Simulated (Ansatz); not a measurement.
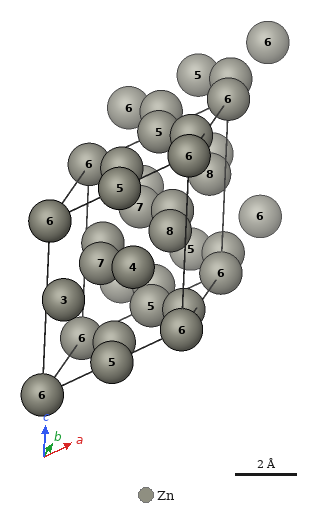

Starting structure of solid Zn (set up in I4_1/amd). A spheres-only model of the cell of the calculation, repeated 1 × 2 × 1 with one cell outlined, seen slightly off an axis.

Case: 8 of 8 Hg sites taken by Zn, cell and atoms relaxed.

These are results of Ansatz 0.2.0, DFT PBE, scalar-relativistic, plane waves, PAW, not measurements.

The input:
```yaml
crystal:
  lattice:
    - [0.0, 0.0, -5.1022005272]
    - [-5.2147844058, 0.0, -2.5511002636]
    - [0.0, 5.2147844058, -2.5511002636]
  atoms:
    - { symbol: Zn, position: [0.375, 0.5, 0.0] }
    - { symbol: Zn, position: [0.875, 0.5, 0.0] }
    - { symbol: Zn, position: [0.125, 0.0, 0.5] }
    - { symbol: Zn, position: [0.625, 0.0, 0.5] }
    - { symbol: Zn, position: [0.5, 0.0, 0.0] }
    - { symbol: Zn, position: [0.0, 0.0, 0.0] }
    - { symbol: Zn, position: [0.25, 0.5, 0.5] }
    - { symbol: Zn, position: [0.75, 0.5, 0.5] }
basis:
  ecutwfc: 420
kpoints:
  mp_grid: { grid: [8, 8, 8] }
hamiltonian:
  xc: pbe
scf:
  occupations: { method: gaussian, width: 0.1 }
output:
  forces: true
  stress: true
  eigenvalues: true
relax:
  adjacent_minimum: "off"
  f_tol: 0.015
  max_steps: 60
  cell: { stress_tol: 0.15 }
```

Run as
```bash
ansatz run input.yaml --threads 1 --pin off --max-ram 2560MiB --backend cpu --events-out ev --progress --plain --runs-dir out
```

Q: What does the optimiser find from here?

A: The atoms keep their places relative to the cell (all moves are under 0.005 Å). The drawn cell changes at constant volume: a 5.102 → 5.125 Å (+0.4 %), b = c 5.805 → 5.800 Å (−0.1 %), α 78.9° → 78.7°, β 63.9° → 63.8°, γ 63.9° → 63.8°. Some distances before and after: Zn1–Zn2 2.551 → 2.562 Å, Zn1–Zn5 2.684 → 2.679 Å. The space group stays I4_1/amd (No. 141). Over 2 accepted moves (3 points after the start) the energy falls by 0.7 meV per cell of the calculation. All forces vanish by symmetry, so only the cell relaxes. The pressure goes from 0.09 to 0.04 GPa. The SCF was repeated once at an unchanged geometry on a basis and grid sized afresh for the cell, which shifted the energy by less than 0.05 meV per cell of the calculation at most. The run took 66 s on 1 thread of Intel(R) Xeon(R) 6975P-C (Granite Rapids), with other jobs on the host, peak memory 0.67 GiB.

Step by step:

| step | E − E(0), meV/atom | pressure, GPa | volume, Å³/atom | note |
| --- | --- | --- | --- | --- |
| 0 | 0.00 | 0.09 | 17.344 |  |
| 1 | -0.03 | 0.05 | 17.355 |  |
| 2 | -0.08 | 0.04 | 17.345 |  |
| 3 | -0.08 | 0.04 | 17.345 | same geometry, new basis |
